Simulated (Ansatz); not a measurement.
```
Li F
1.0
     4.89537    0.00000    0.00000
    -2.44768    4.23951    0.00000
     0.00000    0.00000    2.92669
Li F
3 3
Direct
  0.62181 0.62181 0.00000
  0.37819 0.00000 0.33333
  0.00000 0.37819 0.66667
  0.00000 0.63369 0.16667
  0.36631 0.36631 0.50000
  0.63369 0.00000 0.83333
```

Space group P3₁21; a structure generated by program, which may or may not match a known phase; computed pressure about −3 GPa in this cell.

Computed with Ansatz, DFT r2SCAN, scalar-relativistic, plane waves, PAW.

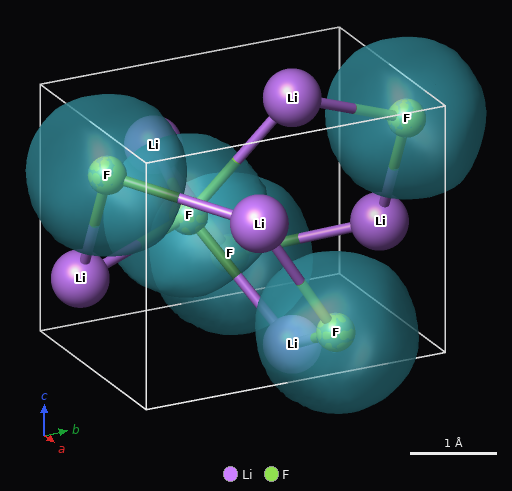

LiF. Isosurface of the ELF at 0.6 (cyan), seen slightly off an axis. Core shells and regions of very low density are left out. Sticks mark near contacts.

In a PAW calculation such maps are meaningful between the atoms, not at the nuclei.

**Where are the electrons localised?**

The surface consists of three regions wrapped around F (the valence shell of each), counted in one cell of 6 atoms. Any copies at cell faces, edges or corners count once.

Values along the shortest contacts:
Li–F (1.89 Å): the ELF peaks at about 0.80 in the valence shell of F, 0.6 Å from its nucleus, and falls to about 0.05 next to Li; a closed-shell, largely ionic contact.

**Metal or insulator at this level of theory?**

It is gapped, with a Kohn–Sham gap of 8.3 eV on the k-point mesh (the band edges may lie off the mesh, which would make the gap smaller).
